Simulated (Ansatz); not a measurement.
# GaAs wire along [110], 42 atoms a period, H-terminated: bands by functional and under strain, part 3 of 3

Wanted: the relaxed geometry and the bands of the GaAs wire along [110], 42 atoms a period, H-terminated.

Ansatz 0.2.0; DFT PBE, plane waves, PAW; relaxation of a wire's period; PAW set soft_1 (the session's first sound run).

So far, band gap (eV): step 3 (the wire at its relaxed period, PBE) 0.335; step 4 (r2SCAN PBE, cutoff 500 eV, k-mesh 1×1×15) 0.618; step 5 (relaxing the atoms, period over the relaxed period 1.06, k-mesh …, PBE) 0.271.

**6. Strain along the wire, period over the relaxed period 1.1**

Level of this step: DFT PBE, plane waves, PAW; relaxation at a fixed period; PAW set soft_1 (Ansatz).

The period is set to 1.1 times the relaxed one and the atoms relax within it: strain changes bond lengths and angles, which shifts the bands against each other. Against the first PBE run of this kind, the mesh along the wire has 14 points against 20.

The cell differs from the one that the last finished run ended in (c 4.374 → 4.539 Å).

Input file input.yaml:

```yaml
crystal:
  lattice:
    - [24.42, 0.0, 0.0]
    - [0.0, 25.644, 0.0]
    - [0.0, 0.0, 4.5385856622]
  atoms:
    - { symbol: As, position: [0.186424571, 0.417945294, 0.0] }
    - { symbol: H, position: [0.195067546, 0.28648983, 0.0] }
    - { symbol: Ga, position: [0.238890935, 0.330929983, 0.0] }
    - { symbol: Ga, position: [0.241103769, 0.5, 0.0] }
    - { symbol: As, position: [0.410440187, 0.261444761, 0.0] }
    - { symbol: As, position: [0.411556507, 0.420044467, 0.0] }
    - { symbol: H, position: [0.431772594, 0.87161477, 0.0] }
    - { symbol: Ga, position: [0.469494917, 0.339569354, 0.0] }
    - { symbol: Ga, position: [0.465390584, 0.180289406, 0.0] }
    - { symbol: Ga, position: [0.470222568, 0.5, 0.0] }
    - { symbol: As, position: [0.642048916, 0.267955025, 0.0] }
    - { symbol: As, position: [0.646090924, 0.422720838, 0.0] }
    - { symbol: H, position: [0.67700425, 0.218610574, 0.0] }
    - { symbol: Ga, position: [0.705622326, 0.344644111, 0.0] }
    - { symbol: Ga, position: [0.710097678, 0.5, 0.0] }
    - { symbol: H, position: [0.862545872, 0.420004099, 0.174963336] }
    - { symbol: H, position: [0.862545872, 0.579995901, 0.174963336] }
    - { symbol: H, position: [0.144839841, 0.422763598, 0.272829701] }
    - { symbol: H, position: [0.144839841, 0.577236402, 0.272829701] }
    - { symbol: As, position: [0.295207583, 0.339178656, 0.5] }
    - { symbol: As, position: [0.295207583, 0.660821344, 0.5] }
    - { symbol: As, position: [0.297503827, 0.5, 0.5] }
    - { symbol: H, position: [0.314038474, 0.208685701, 0.5] }
    - { symbol: H, position: [0.314038474, 0.791314299, 0.5] }
    - { symbol: Ga, position: [0.352566368, 0.257612451, 0.5] }
    - { symbol: Ga, position: [0.354044755, 0.417991838, 0.5] }
    - { symbol: Ga, position: [0.354044755, 0.582008162, 0.5] }
    - { symbol: Ga, position: [0.352566368, 0.742387549, 0.5] }
    - { symbol: As, position: [0.527677649, 0.342832664, 0.5] }
    - { symbol: As, position: [0.523200041, 0.187197217, 0.5] }
    - { symbol: As, position: [0.527677649, 0.657167336, 0.5] }
    - { symbol: As, position: [0.528064988, 0.5, 0.5] }
    - { symbol: As, position: [0.523200041, 0.812802783, 0.5] }
    - { symbol: H, position: [0.561480275, 0.140172577, 0.5] }
    - { symbol: H, position: [0.561480275, 0.859827423, 0.5] }
    - { symbol: Ga, position: [0.584663366, 0.263361922, 0.5] }
    - { symbol: Ga, position: [0.588388606, 0.42142725, 0.5] }
    - { symbol: Ga, position: [0.588388606, 0.57857275, 0.5] }
    - { symbol: Ga, position: [0.584663366, 0.736638078, 0.5] }
    - { symbol: As, position: [0.762181426, 0.349085341, 0.5] }
    - { symbol: As, position: [0.762181426, 0.650914659, 0.5] }
    - { symbol: As, position: [0.766806885, 0.5, 0.5] }
    - { symbol: H, position: [0.791694066, 0.296523669, 0.5] }
    - { symbol: H, position: [0.791694066, 0.703476331, 0.5] }
    - { symbol: Ga, position: [0.831428941, 0.424007631, 0.5] }
    - { symbol: Ga, position: [0.831428941, 0.575992369, 0.5] }
    - { symbol: H, position: [0.144839841, 0.422763598, 0.727170299] }
    - { symbol: H, position: [0.144839841, 0.577236402, 0.727170299] }
    - { symbol: H, position: [0.862545872, 0.420004099, 0.825036664] }
    - { symbol: H, position: [0.862545872, 0.579995901, 0.825036664] }
    - { symbol: As, position: [0.186424571, 0.582054706, 0.0] }
    - { symbol: H, position: [0.195067546, 0.71351017, 0.0] }
    - { symbol: Ga, position: [0.238890935, 0.669070017, 0.0] }
    - { symbol: As, position: [0.411556507, 0.579955533, 0.0] }
    - { symbol: As, position: [0.410440187, 0.738555239, 0.0] }
    - { symbol: H, position: [0.431772594, 0.12838523, 0.0] }
    - { symbol: Ga, position: [0.469494917, 0.660430646, 0.0] }
    - { symbol: Ga, position: [0.465390584, 0.819710594, 0.0] }
    - { symbol: As, position: [0.646090924, 0.577279162, 0.0] }
    - { symbol: As, position: [0.642048916, 0.732044975, 0.0] }
    - { symbol: H, position: [0.67700425, 0.781389426, 0.0] }
    - { symbol: Ga, position: [0.705622326, 0.655355889, 0.0] }
kpoints:
  mp_grid: { grid: [1, 1, 14] }
  band_path: { path: ["Γ", Z], npoints: 90 }
scf:
  occupations: { method: fermi_dirac, width: 0.05 }
hamiltonian:
  xc: pbe
  pseudopotentials: { kind: paw, azcp: { folder: soft_1 } }
relax:
  max_steps: 40
  f_tol: 0.02
output:
  stress: true
```

On the command line:

```sh
$ ansatz run input.yaml --threads 16 --pin off --max-ram 61440MiB --backend cuda --events-out ev --progress --plain --runs-dir out --max-vram 78GiB
```

Numbers of over 12 decimals in the logs are rounded to 6 here.

What it wrote:

```text
[...]
Crystal: 62 atoms, lattice volume = 2842.183 Å³
Basis set: ecut = 420 eV, 55759 PW (Γ), exchange–correlation on 360×360×64 points (8 copies of the dense FFT grid, shifted against one another)
Bands: 366, of which v1, the nominal top of the filled ones, is band 304 counted from 1 (303 counted from 0)
Symmetry: 4 space group operations
[...]
k-points: 8 of 14
[...]
- { symbol: As, position: [0.412503, 0.738449, 1.2021333367125195e-19] }
    - { symbol: H, position: [0.436932, 0.127352, 1.2021333367125195e-19] }
    - { symbol: Ga, position: [0.472132, 0.660487, 1.2021333367125195e-19] }
    - { symbol: Ga, position: [0.467955, 0.819157, 1.2021333367125195e-19] }
    - { symbol: As, position: [0.637647, 0.577335, 1.2021333367125195e-19] }
    - { symbol: As, position: [0.633873, 0.732654, 1.2021333367125195e-19] }
    - { symbol: H, position: [0.671277, 0.780451, 1.2021333367125195e-19] }
    - { symbol: Ga, position: [0.697009, 0.655707, 1.2021333367125195e-19] }
[key lines of the parts left out:]
SCF converged after 7 iterations
```

Elapsed: 54 s, on 1 × NVIDIA GB200 with 16 threads of Arm Neoverse V2, shared host; peak memory 2.7 GiB.

The steps of the relaxation:

```
step  energy less that of the first step (eV)  largest force component (eV/Å)
   1                                   0.0000                          1.0500
   2                                  -0.8521                          0.4806
   3                                  -1.0666                          0.0911
   4                                  -1.0861                          0.0344
   5                                  -1.0885                          0.0199
   6                                  -1.0893                          0.0080
```

The run keeps the 4 symmetry operations that it works with, so distortions that break them were not tested.

The atoms that moved most (Å):

```
atom      dx      dy      dz  length
 H17  -0.376  -0.006   0.098   0.389
 H16  -0.376   0.006   0.098   0.389
 H50  -0.376  -0.006  -0.098   0.389
 H49  -0.376   0.006  -0.098   0.389
  H2   0.357  -0.045   0.000   0.359
 H52   0.357   0.045   0.000   0.359
 Ga4   0.345   0.000   0.000   0.345
As40  -0.344  -0.006   0.000   0.344
```

Numbers from this step:

* energy at zero smearing: -181743.9145 eV
* band gap: 0.1405 eV

Electronic bands along the path, in eV, zero at the Fermi level; v1 is the highest filled band, c1 the lowest empty one:

```
point     v4     v3     v2     v1    c1    c2    c3    c4
    Γ  -0.46  -0.37  -0.37  -0.10  0.04  0.24  0.32  0.51
    Z  -1.14  -1.06  -0.80  -0.60  1.54  1.59  1.86  2.05
```

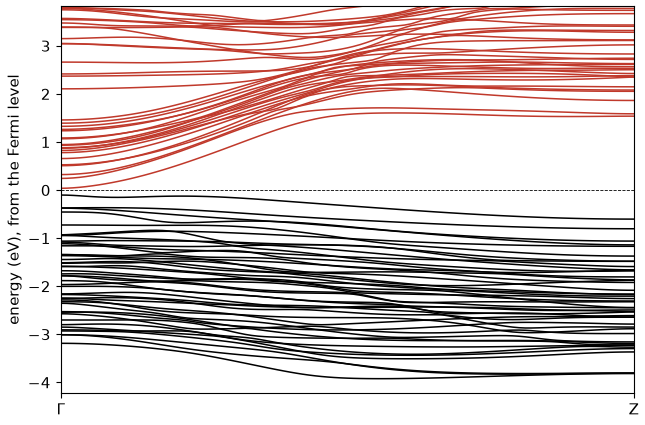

Electronic bands along the path; lines of filled and empty bands in two colours.

The gap is 0.140 eV, against 0.335 eV under PBE at the relaxed period.

**7. Outcome**

| Item | Value |
| --- | --- |
| cell length, PBE | 4.126 Å |
| gap, PBE | 0.335 eV |
| gap, r2SCAN | 0.618 eV |
| gap, period scaled by 1.06 | 0.271 eV |
| gap, period scaled by 1.1 | 0.140 eV |

Under PBE the cell's length is 4.13 Å, and a gap of 0.33 eV makes it a semiconductor. At the relaxed period the wire is gapped under every functional, from 0.33 eV (PBE) to 0.62 eV (r2SCAN). Weak screening in one dimension makes quasiparticle gaps larger than the semilocal gaps, as a rule. Strain matters: under PBE the gap goes from 0.33 eV to 0.271 eV at 1.06 times the period and 0.140 eV at 1.1 times the period. Where the gap is under about 0.35 eV, the smearing of 0.05 eV partly fills the band edges in the SCF. Plain hydrogen on a compound's surface is a simple closure: it may leave surface states, and facets that end in unlike atoms put a field across the wire, both of which shrink the gap.

[Logs are printed without paths, hosts, clocks, repeated set-up lines and the standing remarks that a program may print on its own settings, such as how far it seeks lower states.]

[Hosts, paths, dates, database ids (printed as entryN), source tags and the programs' standing remarks are cut or masked in the printed files.]
